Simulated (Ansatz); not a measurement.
A series of calculations on S31Ca32

## 1. Relaxation

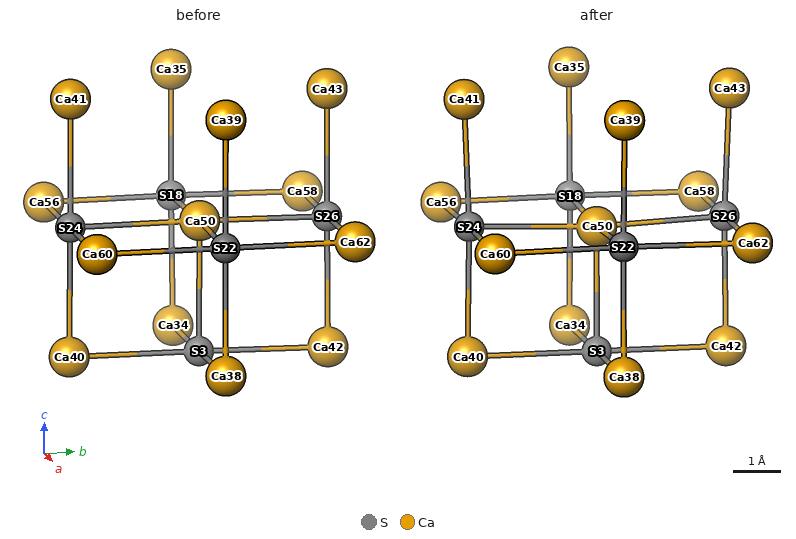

The structure of a defect cell of composition S31Ca32 (cell charge +1) before (left) and after (right) a relaxation, at one scale.

A ball-and-stick model of the atoms within 4.2 Å of the atom that moves most (axes of the cell of the calculation), seen slightly off an axis.

Computed with Ansatz, DFT, PBEsol, PAW, plane waves. Settings: plane-wave cutoff 420 eV; k-point mesh 1 × 1 × 1; mesh shifted by (0.25, 0.25, 0.25); collinear spin; atoms relaxed in a fixed cell; force threshold 0.03 eV/Å; at most 80 steps.

What changed between the two?

Answer. Ca50 moves most: 0.13 Å roughly along [0 −1 −3]. Largest moves by element: Ca 0.13 Å, S 0.06 Å. The cell stays as it was. Some distances before and after: S3–Ca50 2.861 → 2.727 Å, S3–Ca34 2.769 → 2.828 Å, S18–Ca58 2.872 → 2.822 Å, S24–Ca50 2.842 → 2.795 Å. Among the angles between lasting bonds that change: S3–Ca50–S18 89.4° → 92.4°, S18–Ca50–S22 178.3° → 175.3°, S3–Ca50–S22 89.7° → 92.3°. After 3 geometry steps the energy has fallen by 0.479 eV per cell of the calculation. The largest force component goes from 0.81 to 0.02 eV/Å. Cost: 4.3 s on 1 × NVIDIA GB200 with 8 threads of Arm Neoverse-V2, peak memory 2 GiB.

Limits of the set-up: the cell is charged, on a uniform background, and energies carry no finite-size correction.

## 2. Relaxation

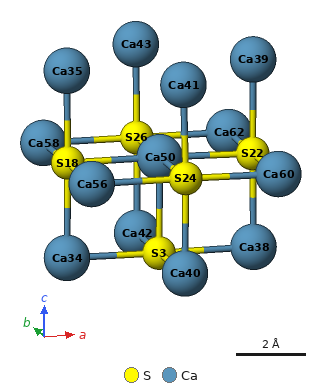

Starting structure of a defect cell of composition S₃₁Ca₃₂ (cell charge +2). Style: ball-and-stick. Shown: the atoms within 4.2 Å of the atom that moves most (axes of the cell of the calculation (origin shifted)), slightly off an axis.

Method: DFT, PBEsol, PAW, plane waves in Ansatz 0.2.0.

(plane-wave cutoff 420 eV; k-point mesh 1 × 1 × 1; mesh shifted by (0.25, 0.25, 0.25); no spin polarisation; atoms relaxed in a fixed cell; force threshold 0.03 eV/Å; at most 80 steps)

```
CELL_PARAMETERS angstrom
11.26644 0.00000 0.00000
0.00000 11.26644 0.00000
0.00000 0.00000 11.26644
ATOMIC_POSITIONS crystal
S 0.24720 0.00202 0.00218
S 0.24720 0.00337 0.50242
S 0.24600 0.50135 0.99944
S 0.74975 0.99918 0.00138
S 0.75015 0.99874 0.49861
S 0.75147 0.50200 0.99991
S 0.75142 0.50258 0.49658
S 0.00275 0.24777 0.00073
S 0.00127 0.25070 0.49820
S 0.99990 0.74889 0.00162
S 0.00066 0.74923 0.49989
S 0.49936 0.25123 0.00049
S 0.49672 0.25226 0.49925
S 0.50002 0.74844 0.99875
S 0.49991 0.74699 0.49940
S 0.00121 0.00068 0.25145
S 0.99953 0.99759 0.74887
S 0.00141 0.49860 0.25290
S 0.00167 0.49713 0.75008
S 0.50140 0.99886 0.25294
S 0.49988 0.00137 0.74943
S 0.49615 0.50024 0.24972
S 0.49973 0.50266 0.75145
S 0.25214 0.25035 0.25118
S 0.25253 0.24879 0.74973
S 0.25114 0.74938 0.25185
S 0.24871 0.75137 0.75103
S 0.75033 0.25278 0.25056
S 0.75149 0.24924 0.75047
S 0.74663 0.74978 0.24824
S 0.75085 0.75184 0.75128
Ca 0.00350 0.00145 0.00178
Ca 0.00108 0.99942 0.50140
Ca 0.00027 0.50272 0.99988
Ca 0.99887 0.49928 0.49714
Ca 0.49841 0.00011 0.99741
Ca 0.49935 0.00175 0.49850
Ca 0.49872 0.50086 0.00168
Ca 0.49777 0.50110 0.49873
Ca 0.24986 0.24865 0.99945
Ca 0.24654 0.25182 0.49928
Ca 0.25241 0.75089 0.99854
Ca 0.24866 0.74997 0.49935
Ca 0.74838 0.24915 0.99864
Ca 0.75381 0.25099 0.50472
Ca 0.75038 0.74916 0.99814
Ca 0.74896 0.75112 0.50100
Ca 0.25412 0.99933 0.24931
Ca 0.24816 0.00005 0.74921
Ca 0.24821 0.50260 0.25334
Ca 0.25222 0.50138 0.74919
Ca 0.74637 0.99902 0.25070
Ca 0.74719 0.00052 0.75236
Ca 0.74883 0.50039 0.24631
Ca 0.74932 0.49996 0.74981
Ca 0.00108 0.25132 0.25010
Ca 0.99714 0.25064 0.74884
Ca 0.00239 0.75353 0.25057
Ca 0.00126 0.74989 0.75185
Ca 0.49997 0.25030 0.24884
Ca 0.50068 0.25365 0.74864
Ca 0.49782 0.75225 0.25167
Ca 0.49795 0.74847 0.75303
```

Question: Predict the outcome.

Answer: The largest move is that of Ca50, 0.23 Å roughly along −c. By element the largest moves are Ca 0.23 Å, S 0.09 Å. The lattice vectors keep their values. Among the contacts that change: S3–Ca50 2.861 → 2.627 Å, S3–Ca34 2.769 → 2.843 Å, S22–Ca38 2.795 → 2.866 Å, S24–Ca50 2.842 → 2.778 Å. Among the angles between lasting bonds that change: S18–Ca50–S22 178.3° → 170.1°, S3–Ca50–S18 89.4° → 94.9°, S3–Ca50–S22 89.7° → 94.9°. Over 3 geometry steps the energy falls by 1.402 eV per cell of the calculation. The largest force component goes from 1.6 to 0.0013 eV/Å. The run took 4 s on 1 × NVIDIA GB200 with 8 threads of Arm Neoverse-V2, peak memory 1.9 GiB.

Step by step:

| step | E − E(0), meV/atom | largest force component, eV/Å |
| --- | --- | --- |
| 0 | 0.00 | 1.5806 |
| 1 | -21.18 | 0.2307 |
| 2 | -22.24 | 0.0394 |
| 3 | -22.25 | 0.0013 |

The end point in the same view:

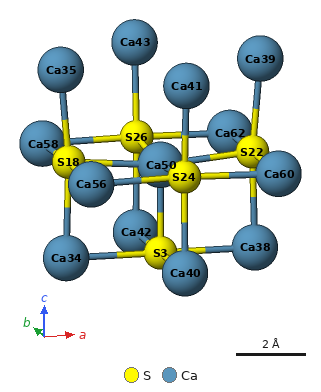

Limits of the set-up: the cell is charged, on a uniform background, and energies carry no finite-size correction.

## 3. Defect

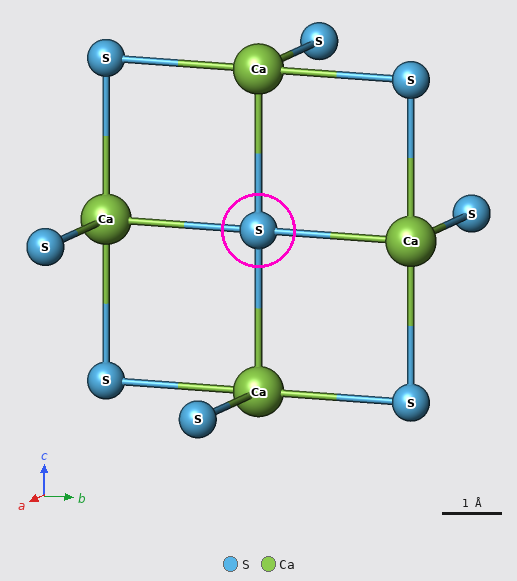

Perfect CaS. Style: ball-and-stick. Shown: the atoms within 4.6 Å of one point, in a slice 4.2 Å thick across the line of sight, slightly off an axis.

All numbers below come from DFT, PBEsol, PAW, plane waves in Ansatz. Settings: plane-wave cutoff 420 eV; k-point mesh 1 × 1 × 1; mesh shifted by (0.25, 0.25, 0.25); no spin polarisation. Fermi-Dirac smearing of 0.01 eV. A uniform background neutralises the charged cell. The axes drawn are those of the host's conventional cell.

A sulfur atom is taken out (a vacancy) at the ringed place, in charge state +2. The supercell has 64 sites, and the atoms are relaxed at the host's cell.

Question: Predict the relaxed surroundings of the defect.

Answer: Around the empty S site the host had 6 Ca at 2.82 Å; after relaxation the nearest atoms are 6 Ca at 3.00 to 3.01 Å. Of the host's atoms, a calcium atom moves furthest from its site, by 0.19 Å.

The relaxed defect, seen from the same direction:

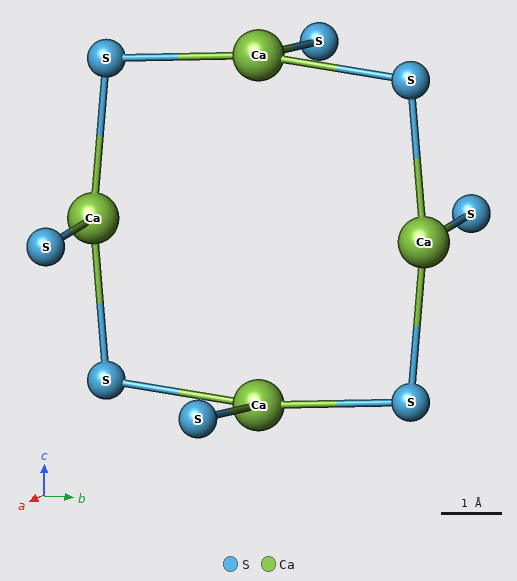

Limits of the set-up: the cell is charged, on a uniform background, and energies carry no finite-size correction.
